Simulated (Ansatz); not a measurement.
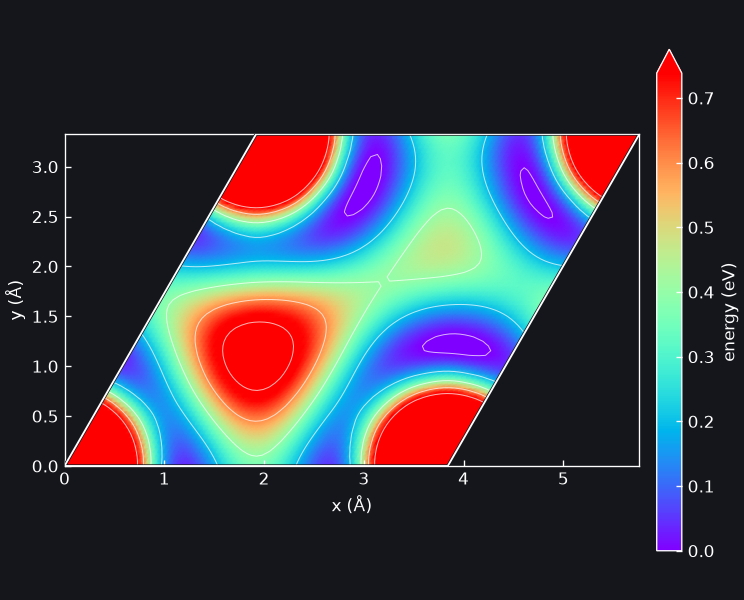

AlP (F-43m phase) with one H guest (13 atoms in the cell, cell charge +1). A guest moved over a lattice plane through the rigid host; the plane is (1 −1 1) of the conventional cell, half-way across the widest gap between atomic layers, origin above P12. Places are given modulo a cell vector. The map is drawn in real space over the plane of the scan. Nothing is relaxed (host rigid, guest held in the plane). The scan uses a 9 × 9 grid; 45 points were computed and 36 follow by symmetry. Energies: eV per cell, counted from the lowest grid point. The band gap closes in part of the range. The cell is charged on a uniform background, without a charge correction. Theory: DFT LDA, scalar-relativistic, plane waves, PAW (Ansatz 0.2.0). Settings: cutoff 420 eV, k-mesh 4×4×4, gaussian smearing 0.05 eV, no spin polarisation.

In the figure: a smooth colour map with a few white contour lines, the outline of one cell of the plane, one colour for all values above the top of the scale. Between grid points the surface is interpolated.

The lowest grid point is at (3/9, 8/9) of the cell vectors [nearest 1 Al at 1.63 Å and 1 P at 1.63 Å]; the map holds 2 wells of about this depth. The bottom of the well lies between grid points, at about (0.37, 0.84) of the cell vectors, about 0.024 eV lower on the interpolated surface. A higher local minimum lies near (7/9, 8/9) of the cell vectors [nearest 1 Al at 1.63 Å and 1 P at 1.63 Å] (0.014 eV above the lowest at that grid point). Relaxing all atoms from the lowest point lowers the energy by a further 0.61 eV. The highest grid point, (0/9, 0/9) of the cell vectors [nearest 1 Al at 1.18 Å and 1 P at 1.18 Å], lies 3.42 eV above the lowest. On the interpolated surface the easiest way out of the lowest well to a well of about the same depth near (8/9, 3/9) of the cell vectors [nearest 1 Al at 1.63 Å and 1 P at 1.63 Å] passes a barrier of about 0.17 eV, counted from the interpolated bottom of the well.

The level of theory is changed to Ansatz 0.2.0, DFT PBE, scalar-relativistic, plane waves, PAW; with it change the cell, relaxed at the new level (first cell vector 6.744 Å, before 6.655 Å).

### How does the landscape change?

The lowest place stays at about (0.35, 0.83) of the cell vectors. The span from the lowest to the highest grid point shrinks from 3.42 to 3.14 eV. The easiest pass out of the lowest well goes from about 0.17 to about 0.2 eV on the interpolated surfaces. Higher wells of the new map: (7/9, 8/9) of the cell vectors [nearest 1 Al at 1.65 Å and 1 P at 1.65 Å], 0.06 eV up (that grid point lay 0.014 eV up before); (7/9, 3/9) of the cell vectors [nearest 1 Al at 1.65 Å and 1 P at 1.65 Å], 0.06 eV up (that grid point lay 0.014 eV up before).

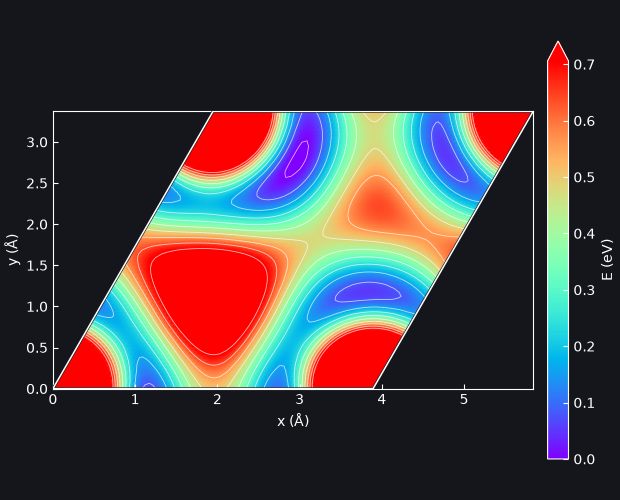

The map after the change, on a colour scale of its own. In the figure: a smooth colour map with a few white contour lines, the outline of one cell of the plane, one colour for all values above the top of the scale. Between grid points the surface is interpolated.

PAW datasets: the set soft_1.
